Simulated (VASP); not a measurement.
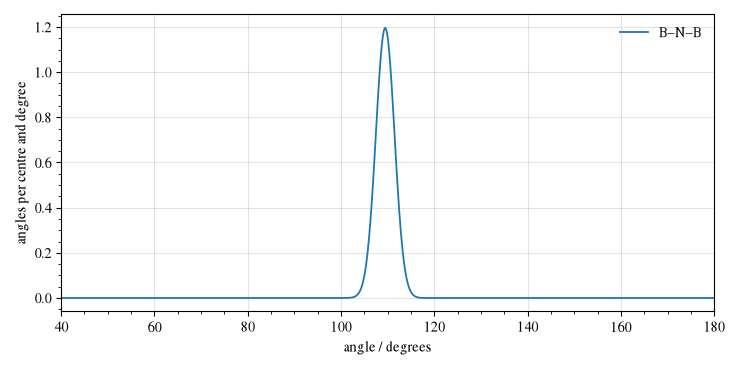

Bond-angle distributions computed from the structure of BN; each angle is a Gaussian of σ = 2.0°. Bonds counted: B–N up to 1.80 Å. Basis of the simulation: coordinates from a relaxation with VASP Kohn-Sham DFT of a periodic cell, HSEsol, VASP PAW PBE potentials, recommended in VASP 6.6.1.

Q: Where do the angles cluster?

A: B–N–B: 109° (6 per centre)

Q: What coordination geometry do the angles point to, counting the bonds named above alone?

A: N has 4 B neighbours in a tetrahedral arrangement.

The structure has space group F-43m (No. 216); other forms of this composition would give other results.
